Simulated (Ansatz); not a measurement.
## Electronic structure of ZrS2 in real space

The calculation's input:

```
crystal:
  lattice:
    - [-3.6273863795, 0.0, 0.0]
    - [-1.8136931898, -3.141408754, 0.0]
    - [0.0, 0.0, 11.461575998]
  atoms:
    - { symbol: Zr, position: [0.0, 0.0, 0.2565436027] }
    - { symbol: Zr, position: [0.0, 0.0, 0.7696308082] }
    - { symbol: S, position: [0.3333333333, 0.3333333333, 0.8964069656] }
    - { symbol: S, position: [0.3333333333, 0.3333333333, 0.3833197601] }
    - { symbol: S, position: [0.6666666667, 0.6666666667, 0.1297674453] }
    - { symbol: S, position: [0.6666666667, 0.6666666667, 0.6428546508] }
basis:
  ecutwfc: 420
kpoints:
  mp_grid: { grid: [9, 9, 3] }
hamiltonian:
  xc: pbesol
scf:
  occupations: { method: gaussian, width: 0.05 }
output:
  forces: true
  stress: true
  eigenvalues: true
  write_density: true
  write_potential: true
  elf: true
  volumetric_format: npy
```

Command:

```sh
ansatz run input.yaml --threads 2 --pin off --max-ram 5120MiB --backend cpu --events-out ev --progress --plain --runs-dir out
```

Below, planes, directions and counts refer to the conventional cell (a = 3.63 Å, b = 3.63 Å, c = 11.46 Å, α = 90.00°, β = 90.00°, γ = 120.00°).

Space group P-3m1.

The calculation used DFT PBEsol, scalar-relativistic, plane waves, PAW in Ansatz 0.2.0.

Core electrons are frozen (PAW), and the valence fields are smoothed inside the atomic spheres.

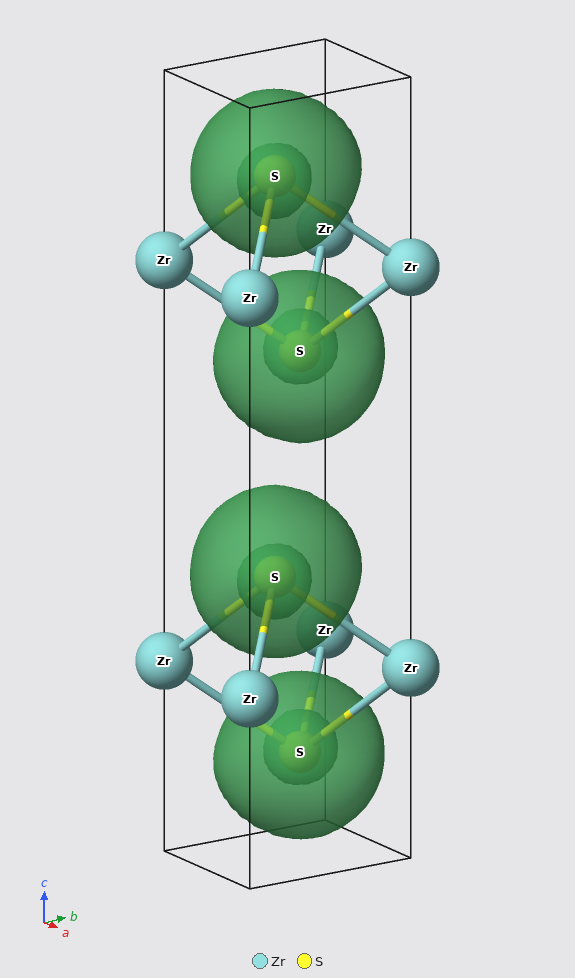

Figure 1. Isosurface of the ELF at 0.7 (green), seen slightly off an axis. Only the valence region is drawn (cores and ρ < 0.01 e/Å³ removed). Sticks mark near contacts.

Q: Identify the bonds, lone pairs and shells in this picture.

A: The ELF exceeds this value in four regions wrapped around S (the valence shell of each), counted in one cell of 6 atoms. Any copies at cell faces, edges or corners count once.


Zr–S (2.55 Å): the ELF peaks at about 0.85 in the valence shell of S, 0.8 Å from its nucleus, and is about 0.40 at the midpoint.

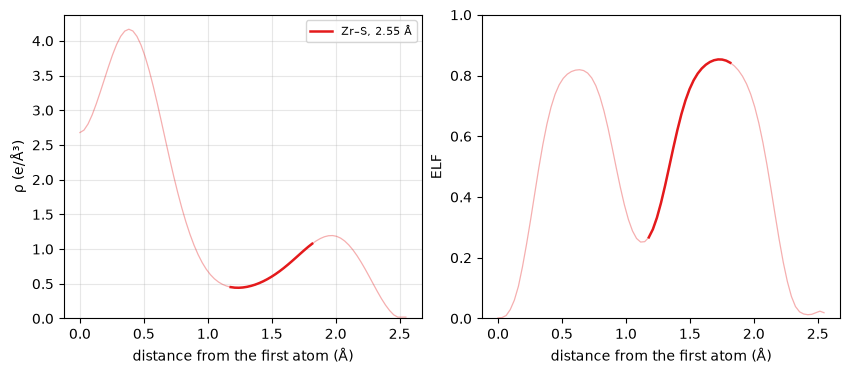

Figure 2. Valence pseudo-density and electron localisation function along straight lines between neighbouring atoms. Thin, pale parts lie inside the atomic spheres.

Q: What can be read from the curves?

A: Zr–S (2.55 Å): ρ is about 0.45 e/Å³ halfway; the ELF peaks at about 0.85 in the valence shell of S, 0.8 Å from its nucleus, and is about 0.40 at the midpoint.

Q: Does the calculation make it a metal, or give it a gap?

A: It is gapped, with a Kohn–Sham gap of 0.65 eV on the k-point mesh, an upper bound to the gap of this method.
